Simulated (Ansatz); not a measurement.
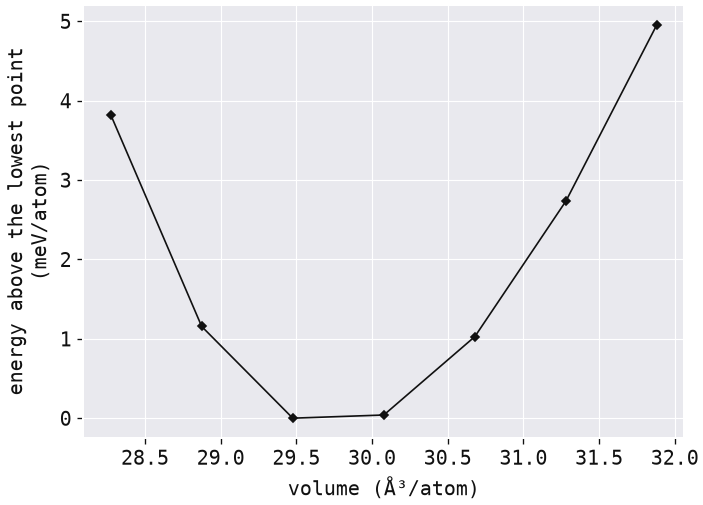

The picture above shows the energy above the lowest point against volume for Hg, space group Pm-3m (No. 221) (one of a set of cubic test structures, which need not be the stable phase).

Method: equation of state of a cubic crystal from periodic Kohn-Sham density functional theory without spin; pressure corrected for the finite basis (Ansatz 0.2.0 development build). Level: PBE, no spin-orbit coupling.

- structure type: simple cubic
- atoms in cell: 1
- space group number: 221
- lattice centring: simple cubic
- k mesh: 18×18×18
- occupation method: Fermi–Dirac
- occupation width: 0.06123 eV
- wave cutoff: 700 eV
- datasets: soft-1 PAW
- density tolerance: 1e−09 eV
- bands: 14
- density cutoff ratio: 4
- search for lower states: default

From this curve and the settings, what does the calculation give for the pressure at the same points?

The pressure falls from 0.94 GPa at volume 28.27 Å³/atom to −0.65 GPa at 31.88 Å³/atom, and changes sign near 29.77 Å³/atom.

```
volume (Å³/atom)  pressure (GPa)
           28.27            0.94
           28.87            0.49
           29.48            0.14
           30.08           -0.15
           30.68           -0.37
           31.28           -0.53
           31.88           -0.65
```

Keep in mind: cubic model structure, not the ambient form; modest k-mesh, values are not fully converged in k.
